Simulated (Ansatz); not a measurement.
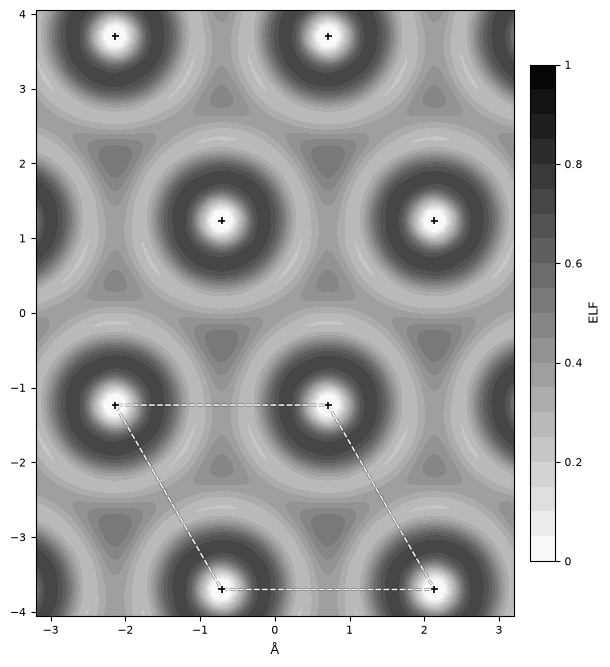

The electron localisation function on a plane through atoms (crosses mark nuclei in the plane).

Level of theory: DFT, PBE, plane waves (420 eV) with PAW, scalar-relativistic (Ansatz 0.2.0).

Candidates:
A. Ru, a = 2.71 Å, b = 2.71 Å, c = 8.70 Å, α = 90.00°, β = 90.00°, γ = 120.00°. Space group P6₃/mmc; set up as Ru, dhcp; a generated structure, not necessarily the stable one; computed without spin polarisation.
B. Co, a = 2.51 Å, b = 2.51 Å, c = 8.18 Å, α = 90.00°, β = 90.00°, γ = 120.00°. Space group P6₃/mmc; set up as Co, dhcp; a generated structure, not necessarily the stable one; changed on purpose from its base cell (volume × 1.08); computed pressure about −16 GPa in this cell; computed without spin polarisation.
C. W, a = 2.85 Å, b = 2.85 Å, c = 5.08 Å, α = 90.00°, β = 90.00°, γ = 120.00°. Space group P6₃/mmc; set up as W, hcp; a generated structure, not necessarily the stable one; changed on purpose from its base cell (volume × 1.08); computed pressure about −18 GPa in this cell.

### Which candidate gave the map?

Candidate C: W on the (001) plane of the conventional cell, which holds W. W–W (2.85 Å): the ELF is about 0.35 at the midpoint.
